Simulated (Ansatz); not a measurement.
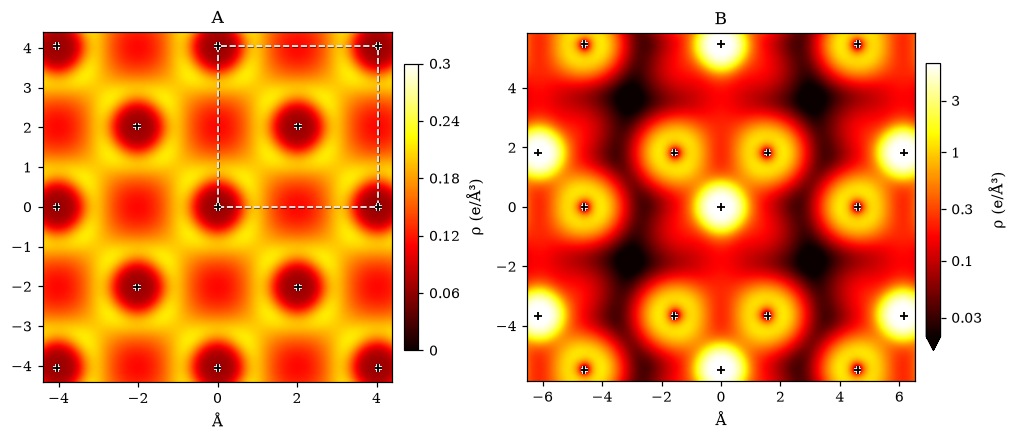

The valence electron density of 2 systems, each on a plane through atoms (crosses mark nuclei in the plane).

Theory: DFT PBE, plane waves, PAW (Ansatz 0.2.0).

System 1: Al, the (010) plane of the conventional cell. Space group Fm-3m; computed without spin polarisation.

```
CELL_PARAMETERS angstrom
4.04961 0.00000 0.00000
0.00000 4.04961 0.00000
0.00000 0.00000 4.04961
ATOMIC_POSITIONS crystal
Al 0.00000 0.00000 0.00000
Al 0.50000 0.50000 0.00000
Al 0.50000 0.00000 0.50000
Al 0.00000 0.50000 0.50000
```

System 2: MoS$_{2}$, the (110) plane of the conventional cell. Space group P6₃/mmc; computed without spin polarisation.

Match each panel to its system.

Panel A is system 1, Al: the plane holds Al. Al–Al (2.86 Å): ρ is about 0.2 e/Å³ halfway. Panel B is system 2, MoS$_{2}$: the plane holds Mo and S. Mo–S (2.41 Å): the density is about 0.6 e/Å³ at the midpoint.
